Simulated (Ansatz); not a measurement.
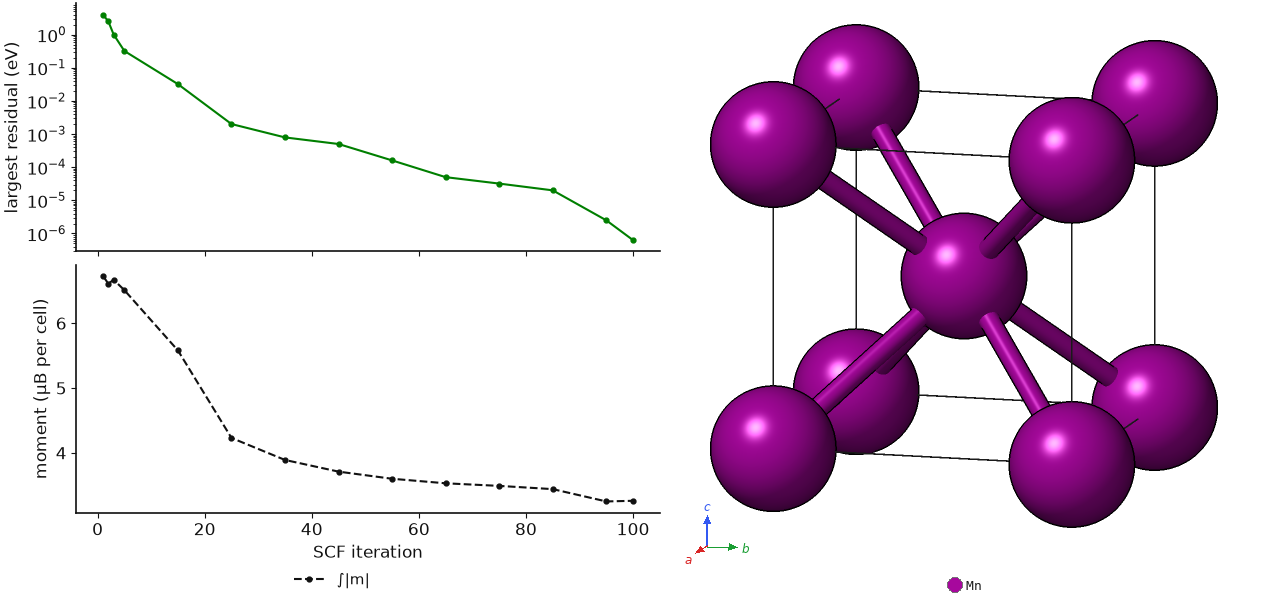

Beside the plot: the structure in its conventional cell.

The plot shows the SCF iterations of a calculation: largest residual, magnetic moments. Only some iterations were kept.

The run: Mn (Im-3m, 4 atoms in the cell), by Ansatz development build ahead of 0.2.0, DFT, LDA, norm-conserving potentials, plane waves, scalar-relativistic; cutoff 1306.15 eV, 3×3×2 k-mesh, Gaussian smearing of 0.05 eV, non-collinear spins.
Setting under test: default search for lower states.

Q: Was self-consistency reached?

A: The run gave up at step 100 without converging. The residual is still falling at the last step (down to 6 × 10⁻⁷).

Q: What happens to the magnetisation?

A: The integral of |m| doesn't settle. Over the last points it still swings between 3.2 and 3.6 μB per cell.
